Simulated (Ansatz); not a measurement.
## Sr₂₇Ti₂₇O₈₀ (charge +2): geometry relaxation (part 3 of 3)

The same run, continued: Sr₂₇Ti₂₇O₈₀ (defect cell, 134 atoms in the cell, total charge +2); DFT, PBEsol, PAW, plane waves (Ansatz 0.2.0); cutoff 420 eV, 1×1×1 k-mesh, Fermi–Dirac smearing of 0.01 eV. 

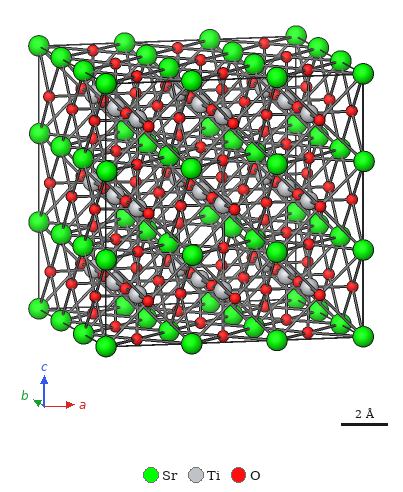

The structure as given in the input (ball-and-stick view of the cell of the calculation, seen slightly off an axis).

Output, continued
```
  k-point 0: bands = ["-46.2715", "-46.1880", "-46.1877", "-46.1865", "-46.1833", "-46.1801", "-46.1794", "-46.1779", "-46.1771", "-46.1748", ... 460 levels left out ..., "8.5694", "8.5751", "8.6081", "8.6322", "8.6587", "8.6618", "8.6941", "8.7080", "8.7168", "8.7234", "8.7277", "8.7412", "8.7427", "8.7901", "8.8061", "8.8174", "8.8304", "8.8519", "8.8674", "8.8918", "8.9110", "8.9763", "8.9844", "8.9887", "9.0083", "9.0112", "9.0160", "9.0249", "9.0425",
      "9.0522", "9.0672", "9.0972", "9.1033", "9.1128", "9.1297", "9.1493", "9.1575", "9.1618", "9.1684", "9.1864", "9.2070", "9.2125", "9.2144", "9.2334", "9.2371", "9.2454", "9.2610", "9.2671", "9.2705", "9.2899", "9.3046", "9.3319", "9.3406", "9.3547", "9.3645", "9.3689", "9.4191", "9.5422", "9.6052", "9.7257", "9.7373", "9.7439", "9.7628", "9.7667", "9.7953", "9.8380", "12.0919", "12.1477", "12.1604",
      "12.1729", "12.1984", "12.2112", "12.2479", "12.2631", "12.2670", "12.7681", "12.8101", "12.8485", "12.8958", "12.9029", "12.9173", "12.9236", "12.9590", "12.9652", "12.9847", "12.9948", "12.9995", "13.0073", "13.0342", "13.0368", "13.0418", "13.0655", "13.0920", "13.1891", "13.2868", "13.2994", "13.3057", "13.3612", "13.3874", "13.3991", "13.4487", "13.4540", "13.4631", "13.5611", "13.5660", "13.6433", "13.6634", "13.6652", "13.6841",
      "13.6893", "13.6910", "13.6996", "13.7058", "13.7145", "13.7205", "13.7259", "13.7320", "13.7342", "13.7426", "13.7444", "13.7499", "13.7570", "13.7771", "13.8154", "13.8378", "13.8466", "13.8517", "13.8793", "13.8876", "13.8947", "13.9151", "13.9216", "13.9323", "13.9593", "13.9765", "13.9789", "13.9904", "13.9961", "14.0239", "14.0974", "14.1076", "14.1485", "14.2201", "14.2216", "14.2393", "14.3165", "14.3277", "14.3369", "14.6477",
      "14.7422", "14.7641", "14.7686", "14.7731", "14.7757", "14.7902", "14.8131", "15.0407", "15.2981", "15.3084", "15.3279", "15.3463", "15.3715", "15.3972", "15.4315", "15.4374", "15.5311", "15.5718", "15.6032", "15.6770", "15.6821", "15.7705", "15.9004", "15.9020", "16.1464", "16.3661", "16.3753", "16.3887", "16.4065", "16.4570", "16.4924", "16.4969", "16.5399", "16.5409", "16.5536", "16.5668", "16.5738", "16.5901", "16.5938", "16.6179",
      "16.6749", "16.7051", "16.7416", "16.8275", "16.9008", "16.9186", "16.9704", "16.9795", "17.0375", "17.0985", "17.1211"]
--- Relaxed structure (8 steps of the walk, 7 accepted, 0 SCFs on fresh bases) ---
  F+E_penalty+E_count = -206206.71845797 eV   max|allowed force component| = 2.265e-2 eV/Å
  atoms:
    - { symbol: Sr, position: [0.0007562561703244426, -0.0003758451652511467, 0.0014890346769565138] }
    - { symbol: Sr, position: [0.0007274337531633236, -0.00038327161635665237, 0.3347527604966495] }
    - { symbol: Sr, position: [0.0007634491942745002, 0.9996260905799753, 0.6676775624356203] }
    - { symbol: Sr, position: [0.0008876437169555621, 0.33244365392582215, 0.001657027403002539] }
    - { symbol: Sr, position: [1.0006005287176019, 0.3320706581464715, 0.33502885756130096] }
    - { symbol: Sr, position: [1.001063473886921, 0.3326871115491726, 0.6678089503344153] }
    - { symbol: Sr, position: [0.0008734505757245443, 0.6666055506233369, 0.0015998935727767332] }
    - { symbol: Sr, position: [0.0005719366263275993, 0.6671517687033288, 0.33502943931337814] }
    - { symbol: Sr, position: [0.0010370431751732963, 0.6663029006948965, 0.6678438447052877] }
    - { symbol: Sr, position: [0.3337904043633065, 0.9993521597614974, 1.0015964063432643] }
    - { symbol: Sr, position: [0.3331726878937509, -0.0003472890922482404, 0.33507436501476984] }
    - { symbol: Sr, position: [0.33404809909803895, 0.9993966109494528, 0.6678672633488436] }
    - { symbol: Sr, position: [0.3297982984488544, 0.3283911536445042, 0.9995146350290786] }
    - { symbol: Sr, position: [0.32806556194518677, 0.32666231615481156, 0.3339205531682669] }
    - { symbol: Sr, position: [0.32997530992720836, 0.32866170974946957, 0.6694866415260036] }
    - { symbol: Sr, position: [0.3297667273056745, 0.670528851506744, -0.0004714909470030726] }
    - { symbol: Sr, position: [0.3274047192535899, 0.6728089131937777, 0.33401644815428144] }
    - { symbol: Sr, position: [0.32988190951063606, 0.6704185635946198, 0.6696676971652502] }
    - { symbol: Sr, position: [0.6679358239425042, 0.9993374132283768, 1.0016865688882366] }
    - { symbol: Sr, position: [0.6682610460049679, -0.00035681176919692985, 0.3350864057577725] }
    - { symbol: Sr, position: [0.667666941462158, -0.0006049712685325434, 0.6678605932450767] }
    - { symbol: Sr, position: [0.6717516887230149, 0.3285510882209384, -0.00045923799063374293] }
    - { symbol: Sr, position: [0.673009304490009, 0.3272522577008235, 0.3340411587483965] }
    - { symbol: Sr, position: [0.6717193583368856, 0.3286392925722059, 0.6694723900483401] }
    - { symbol: Sr, position: [0.671799112459655, 0.6703853326025895, 0.9996674741196749] }
    - { symbol: Sr, position: [0.6735805275700827, 0.672195870140535, 0.33417377730256215] }
    - { symbol: Sr, position: [0.6718020375077824, 0.6704540643055704, 0.6696468342117755] }
    - { symbol: Ti, position: [0.16719611460408126, 0.16556066220077484, 0.16808610392924236] }
    - { symbol: Ti, position: [0.1672870312880896, 0.1656091881152986, 0.501915493996955] }
    - { symbol: Ti, position: [0.16694759250702512, 0.1651530294561846, 0.8349629973153141] }
    - { symbol: Ti, position: [0.1666660248152737, 0.49945299935912, 0.16997888051624255] }
    - { symbol: Ti, position: [0.16781549504157456, 0.49940459102659446, 0.5008440333158379] }
    - { symbol: Ti, position: [0.16954061991876174, 0.4993821955152549, 0.835555255870101] }
    - { symbol: Ti, position: [0.16709069004327726, 0.8333220542297046, 0.1679940779890026] }
    - { symbol: Ti, position: [0.16717467891551807, 0.8332428302545661, 0.5019304481623822] }
    - { symbol: Ti, position: [0.16686888787919957, 0.8335918832920259, 0.8349258362451332] }
    - { symbol: Ti, position: [0.5010084697133734, 0.16498854378410588, 0.16980294970651957] }
    - { symbol: Ti, position: [0.5010248043344384, 0.1658976684238521, 0.5011484481922329] }
    - { symbol: Ti, position: [0.501091861192263, 0.1666571559974578, 0.8355522976243291] }
    - { symbol: Ti, position: [0.5002886959230055, 0.499532729264844, 0.15565995534033486] }
    - { symbol: Ti, position: [0.5008071358068784, 0.4998176991430621, 0.5103063477176312] }
    - { symbol: Ti, position: [0.5014443802107852, 0.4989576835529384, 0.8331440975967267] }
    - { symbol: Ti, position: [0.5009634895218728, 0.8330694942793461, 0.170178556658386] }
    - { symbol: Ti, position: [0.5009831506343788, 0.8328631925508511, 0.5010732733128558] }
    - { symbol: Ti, position: [0.5010537043537707, 0.8308971486426733, 0.835730232814277] }
    - { symbol: Ti, position: [0.8347923761837738, 0.16562872056861333, 0.1681362742690111] }
    - { symbol: Ti, position: [0.8347930601932666, 0.16568565513931377, 0.5019197753989056] }
    - { symbol: Ti, position: [0.8353292622306613, 0.16517529684287485, 0.8349891948078401] }
    - { symbol: Ti, position: [0.8347331424753769, 0.4994287871691749, 0.169845514503967] }
    - { symbol: Ti, position: [0.8347765362455105, 0.49940569600798806, 0.5012189587812068] }
    - { symbol: Ti, position: [0.833801044345719, 0.49937570302872, 0.8355782005607091] }
    - { symbol: Ti, position: [0.8348362450723772, 0.8332368250936969, 0.16818680630335883] }
    - { symbol: Ti, position: [0.8348307249663689, 0.8331976932200502, 0.502019079400619] }
    - { symbol: Ti, position: [0.835307069468963, 0.8335585583549274, 0.8350537073277365] }
    - { symbol: O, position: [0.16637010475117503, 0.1671237113037248, 0.9991016072720141] }
    - { symbol: O, position: [0.1666469217459352, 0.16710070296085675, 0.3324520321007823] }
    - { symbol: O, position: [0.16615550397145612, 0.16710566398203855, 0.6660465163925571] }
    - { symbol: O, position: [0.17605965793621112, 0.5004057193185595, 0.9998394785871909] }
    - { symbol: O, position: [0.15406940261172328, 0.500452027998568, 0.3326179206080625] }
    - { symbol: O, position: [0.17566279904980414, 0.5003496016080555, 0.6648837885268151] }
    - { symbol: O, position: [0.1664944151143241, 0.8336515390980189, -0.0009056940750412377] }
    - { symbol: O, position: [0.16651223725706282, 0.8335353652475064, 0.3324816628318058] }
    - { symbol: O, position: [0.16633755647265538, 0.833703655763983, 0.6660778303209359] }
    - { symbol: O, position: [0.49973142663528136, 0.17631215796421223, 0.999518683600608] }
    - { symbol: O, position: [0.49964919749921516, 0.15486311985537912, 0.33252651899596686] }
    - { symbol: O, position: [0.4996922668849774, 0.17655727859302517, 0.6651071797717452] }
    - { symbol: O, position: [0.49902112611089583, 0.5001708733866577, 0.00290051077582627] }
    - { symbol: O, position: [0.5003929641803299, 0.5006582184707947, 0.6627774363659598] }
    - { symbol: O, position: [0.49972569758120877, 0.8247066495548346, 0.9998029829810785] }
    - { symbol: O, position: [0.4996467656866655, 0.8460905361241796, 0.33245714777293306] }
    - { symbol: O, position: [0.49966414115066565, 0.8238760292800255, 0.6648496279833361] }
    - { symbol: O, position: [0.8330560023998501, 0.16701377200953083, 0.9990877674254914] }
    - { symbol: O, position: [0.8328477110326901, 0.1672112834676428, 0.33242908924134] }
    - { symbol: O, position: [0.8331797290003897, 0.16684505315035214, 0.6659906647675051] }
    - { symbol: O, position: [0.8242769840455376, 0.5004065502089897, 0.9995848018832834] }
    - { symbol: O, position: [0.8452441033475709, 0.5003816735049436, 0.3324372454898666] }
    - { symbol: O, position: [0.823205678903419, 0.5003234881078406, 0.6651989719113762] }
    - { symbol: O, position: [0.8329094435985872, 0.8336668805264018, -0.0009368802750553588] }
    - { symbol: O, position: [0.8329922448074384, 0.833413071939197, 0.3324445528620769] }
    - { symbol: O, position: [0.8329972214070482, 0.8338810793192762, 0.6660054376454335] }
    - { symbol: O, position: [-9.764649391260723e-5, 0.16743907576310407, 0.1656575032037365] }
    - { symbol: O, position: [-0.0001962027728452701, 0.1673003818104773, 0.4988626532445793] }
    - { symbol: O, position: [-0.00019590360210907344, 0.16705646262303414, 0.8324434023670956] }
    - { symbol: O, position: [1.000065535807403, 0.5002855252860633, 0.1562602714065221] }
    - { symbol: O, position: [0.9995933542500816, 0.5002014319180692, 0.5087876061085063] }
    - { symbol: O, position: [0.999779395110408, 0.5003887048929835, 0.8323778132212913] }
    - { symbol: O, position: [-9.578643582099939e-5, 0.8335738100705509, 0.16549369548677992] }
    - { symbol: O, position: [-0.00019830492033545667, 0.8335634553485618, 0.49902721653318993] }
    - { symbol: O, position: [0.9998133743411068, 0.833967710800428, 0.8324068896952651] }
    - { symbol: O, position: [0.3335138149385129, 0.16769868888442718, 0.16492587676492587] }
    - { symbol: O, position: [0.33333088375128406, 0.1675201849935599, 0.49968494032588145] }
    - { symbol: O, position: [0.33317360970041604, 0.16732501200913696, 0.83228469602245] }
    - { symbol: O, position: [0.3376236981530285, 0.5007019547996415, 0.18602429750140217] }
    - { symbol: O, position: [0.3372932480416961, 0.5004783873726097, 0.480281916308481] }
    - { symbol: O, position: [0.3355834571886795, 0.5007203833147269, 0.8318494718496471] }
    - { symbol: O, position: [0.3335071806109603, 0.833139552617099, 0.16506421824022147] }
    - { symbol: O, position: [0.33332788718945333, 0.8330678147937916, 0.4995392554840819] }
    - { symbol: O, position: [0.33325049920651445, 0.8336060152374006, 0.832310632316432] }
    - { symbol: O, position: [0.6661386656183421, 0.16786260912124823, 0.164989209185761] }
    - { symbol: O, position: [0.6661040454757957, 0.1676086198824608, 0.4995809486293817] }
    - { symbol: O, position: [0.6662612897048353, 0.1675903292036856, 0.8322880381529656] }
    - { symbol: O, position: [0.6621375239589196, 0.5007142306616902, 0.184579287797431] }
    - { symbol: O, position: [0.661844582389776, 0.5004494015046757, 0.47963534279268266] }
    - { symbol: O, position: [0.6637810420472756, 0.5006834592397212, 0.8331525019067992] }
    - { symbol: O, position: [0.6661463539340788, 0.8329471479455505, 0.1651723978833288] }
    - { symbol: O, position: [0.6661108325344806, 0.8329785472815141, 0.49938104190196475] }
    - { symbol: O, position: [0.6661851837692832, 0.833364139163148, 0.8322709684883044] }
    - { symbol: O, position: [0.1667502287100284, 0.00033872460487484747, 0.1655937405488964] }
    - { symbol: O, position: [0.16663690296328446, 1.0003088419823651, 0.49910336890241846] }
    - { symbol: O, position: [0.16613768074112586, 1.0003457764768835, 0.8324329493340272] }
    - { symbol: O, position: [0.16747021182973112, 0.3341019337145398, 0.16520676871197923] }
    - { symbol: O, position: [0.16706577497224692, 0.33396324325271226, 0.4994258104257739] }
    - { symbol: O, position: [0.1667733125722128, 0.3339398539817484, 0.8324421566043484] }
    - { symbol: O, position: [0.1672606089201386, 0.6667112799891011, 0.16510420537916304] }
    - { symbol: O, position: [0.16685210666504913, 0.6667357604465008, 0.49960733891861714] }
    - { symbol: O, position: [0.16660872217011255, 0.6668858199960777, 0.8324019944925711] }
    - { symbol: O, position: [0.49998905872765803, 0.00046553997176837633, 0.15625261981454483] }
    - { symbol: O, position: [0.4997985248539956, 0.0002573910906240608, 0.5088259965637607] }
    - { symbol: O, position: [0.49979190196638706, 0.0004220460756401844, 0.8322434434408579] }
    - { symbol: O, position: [0.49981967153101525, 0.33829831901010454, 0.18535580881715205] }
    - { symbol: O, position: [0.49950036732498587, 0.3381567874793387, 0.4802747719922312] }
    - { symbol: O, position: [0.49938798759176195, 0.3363961631338663, 0.8323449326701069] }
    - { symbol: O, position: [0.49979712874169796, 0.6628415475523248, 0.18517126756614039] }
    - { symbol: O, position: [0.49949478960952665, 0.6626245235550998, 0.4793920959024073] }
    - { symbol: O, position: [0.4994134852933089, 0.6645891442360305, 0.8328284726235403] }
    - { symbol: O, position: [0.8329236031693354, 0.00031870423979757416, 0.16567262342001735] }
    - { symbol: O, position: [0.8327608332552914, 1.0002894662784354, 0.49887953073662933] }
    - { symbol: O, position: [0.8330621331699422, 0.00032456478122772905, 0.8324676951737402] }
    - { symbol: O, position: [0.8325084577240329, 0.3340783483603877, 0.1649875685141508] }
    - { symbol: O, position: [0.8323755925724178, 0.3339178431191848, 0.49965675494703865] }
    - { symbol: O, position: [0.8326324287007221, 0.3338572323814196, 0.8323466657323003] }
    - { symbol: O, position: [0.8327440329051538, 0.6667072943448202, 0.16499441266071782] }
    - { symbol: O, position: [0.8326042600524827, 0.6667363107438228, 0.4997161464395017] }
    - { symbol: O, position: [0.8327682146415708, 0.6669349727660008, 0.8322662337941622] }
--- Löwdin populations: 134 sites ---
  site symbol       q [e]
     0     Sr      8.2706
     1     Sr      8.2709
     2     Sr      8.2706
     3     Sr      8.2719
     4     Sr      8.2707
     5     Sr      8.2720
     6     Sr      8.2719
     7     Sr      8.2707
     8     Sr      8.2720
     9     Sr      8.2719
    10     Sr      8.2707
    11     Sr      8.2720
    12     Sr      8.2720
    13     Sr      8.2800
    14     Sr      8.2718
    15     Sr      8.2719
    16     Sr      8.2799
    17     Sr      8.2719
    18     Sr      8.2719
    19     Sr      8.2707
    20     Sr      8.2720
    21     Sr      8.2720
    22     Sr      8.2801
    23     Sr      8.2719
    24     Sr      8.2719
    25     Sr      8.2800
    26     Sr      8.2719
    27     Ti     10.8277
    28     Ti     10.8277
    29     Ti     10.8289
    30     Ti     10.8175
    31     Ti     10.8176
    32     Ti     10.8206
    33     Ti     10.8277
    34     Ti     10.8278
    35     Ti     10.8287
    36     Ti     10.8190
    37     Ti     10.8187
    38     Ti     10.8206
    39     Ti     10.8596
    40     Ti     10.8577
    41     Ti     10.8267
    42     Ti     10.8181
    43     Ti     10.8174
    44     Ti     10.8207
    45     Ti     10.8275
    46     Ti     10.8277
    47     Ti     10.8290
    48     Ti     10.8191
    49     Ti     10.8186
    50     Ti     10.8206
    51     Ti     10.8277
    52     Ti     10.8278
    53     Ti     10.8290
    54      O      6.8486
    55      O      6.8529
    56      O      6.8477
    57      O      6.8501
    58      O      6.8291
    59      O      6.8498
    60      O      6.8481
    61      O      6.8537
    62      O      6.8473
    63      O      6.8504
    64      O      6.8298
    65      O      6.8502
    66      O      6.7403
    67      O      6.7400
    68      O      6.8488
    69      O      6.8286
    70      O      6.8503
    71      O      6.8487
    72      O      6.8524
    73      O      6.8478
    74      O      6.8494
    75      O      6.8295
    76      O      6.8515
    77      O      6.8484
    78      O      6.8528
    79      O      6.8475
    80      O      6.8415
    81      O      6.8424
    82      O      6.8368
    83      O      6.8337
    84      O      6.8333
    85      O      6.8566
    86      O      6.8404
    87      O      6.8414
    88      O      6.8361
    89      O      6.8522
    90      O      6.8508
    91      O      6.8561
    92      O      6.8620
    93      O      6.8606
    94      O      6.8320
    95      O      6.8522
    96      O      6.8510
    97      O      6.8566
    98      O      6.8505
    99      O      6.8495
   100      O      6.8552
   101      O      6.8617
   102      O      6.8634
   103      O      6.8284
   104      O      6.8508
   105      O      6.8500
   106      O      6.8554
   107      O      6.8404
   108      O      6.8418
   109      O      6.8364
   110      O      6.8511
   111      O      6.8500
   112      O      6.8557
   113      O      6.8522
   114      O      6.8513
   115      O      6.8568
   116      O      6.8333
   117      O      6.8339
   118      O      6.8571
   119      O      6.8627
   120      O      6.8629
   121      O      6.8289
   122      O      6.8602
   123      O      6.8625
   124      O      6.8320
   125      O      6.8416
   126      O      6.8427
   127      O      6.8372
   128      O      6.8508
   129      O      6.8498
   130      O      6.8555
   131      O      6.8521
   132      O      6.8514
   133      O      6.8565
  spilling = 0.008137 (of n_electrons = 1072.000000)
```
